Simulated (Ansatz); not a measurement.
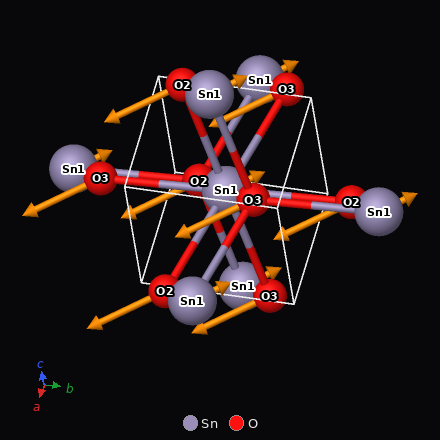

The system is SnO₂ (R-3m, No. 166; 3 atoms in the cell); the picture shows the reference structure; orange arrows give the pattern of the mode. The energy is mapped over a normal mode and a strain (zone-centre modes of the 3-atom cell of this scan) (x along [1 0 0], y along [1 2 0], z along [0 0 1] of the conventional cell). First axis: amplitude of mode 4 (381 cm⁻¹), largest displacement in the unstrained cell. Second axis: equal normal strain along x, y and z. Nothing is relaxed (the pattern is fixed in fractional coordinates). The scan uses a 5 × 5 grid; 15 points were computed and 10 follow by symmetry. Points are written as (first, second). Energies: meV per cell, counted from the lowest grid point. Level of theory: DFT PBE, scalar-relativistic, plane waves, PAW (Ansatz 0.2.0). Settings: cutoff 520 eV, k-mesh 12×12×12, gaussian smearing 0.05 eV, no spin polarisation.

Its coordinates:

```
CELL_PARAMETERS angstrom
1.61677 0.93344 4.91826
-1.61677 0.93344 4.91826
0.00000 -1.86688 4.91826
ATOMIC_POSITIONS crystal
Sn 0.50000 0.50000 0.50000
O 0.23488 0.23488 0.23488
O 0.76512 0.76512 0.76512
```

Range: amplitude of mode 4 (381 cm⁻¹), largest displacement in the unstrained cell from −0.118 to 0.118 Å; equal normal strain along x, y and z from −2.50 to 2.50 %.

Predict the map.

The lowest grid point is at (0.000 Å, 0.00 %). It is the only kind of minimum in the scanned range. The highest grid point, (−0.118 Å, −2.50 %), lies 325 meV above the lowest. The gap on the k-mesh is 2.0 eV at the lowest point and runs from 1.6 to 2.5 eV over the map.

```csv
"second ↓, first →",−0.118,−0.059,0.000,0.059,0.118
2.50,211,126,99,126,211
1.25,158,58,26,58,158
0.00,155,38,0,38,155
−1.25,207,72,28,72,207
−2.50,325,170,119,170,325
```

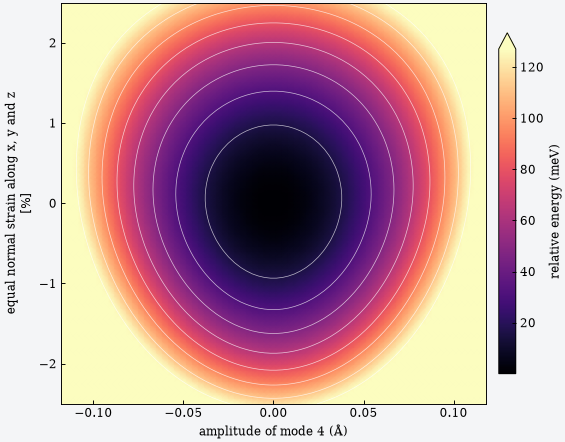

Drawn: a smooth colour map with a few white contour lines, one colour for all values above the top of the scale. Between grid points the surface is interpolated.

The whole map (15 points run) took 9.4 min on 1 thread of Arm Neoverse V1, on a shared host.

PAW datasets: the set soft_1.
